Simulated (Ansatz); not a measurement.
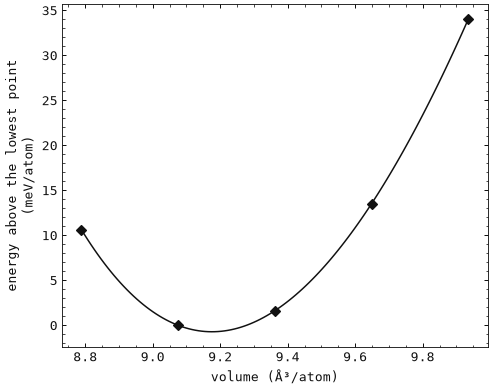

**Figure.** Energy above the lowest point against volume for CuO, space group Fm-3m (No. 225) (one of a set of cubic test structures, which need not be the stable phase).

A third-order Birch–Murnaghan fit gives V0 = 9.18 Å³/atom, B0 = 205 GPa and B′ = 4.6. The energy above the lowest point is 10.6 meV/atom at volume 8.7887 Å³/atom and 34.0 meV/atom at 9.9351 Å³/atom; the lowest computed point is at volume 9.0753 Å³/atom (0.0 meV/atom).

Calculation (Ansatz 0.2.0 development build): equation of state of a cubic crystal from periodic Kohn-Sham density functional theory without spin, third-order Birch-Murnaghan fit to the free energies; pressure corrected for the finite basis. Level: r2SCAN.

```json
{"setting": "structure type", "value": "rock salt"}
{"setting": "atoms in cell", "value": "2"}
{"setting": "space group number", "value": "225"}
{"setting": "lattice centring", "value": "face-centred primitive"}
{"setting": "k mesh", "value": "14×14×14"}
{"setting": "occupation method", "value": "Fermi–Dirac"}
{"setting": "occupation width", "value": "0.1 eV"}
{"setting": "wave cutoff", "value": "700 eV"}
{"setting": "datasets", "value": "hard PAW"}
{"setting": "density tolerance", "value": "1e-09 eV"}
{"setting": "bands", "value": "17"}
{"setting": "density cutoff ratio", "value": "4"}
{"setting": "search for lower states", "value": "default"}
{"setting": "xc grid level", "value": "2"}
```

Caveats: cubic model structure, not the ambient form; no spin polarisation, a magnetic state may lie lower; pseudopotentials made with PBE, not this functional.
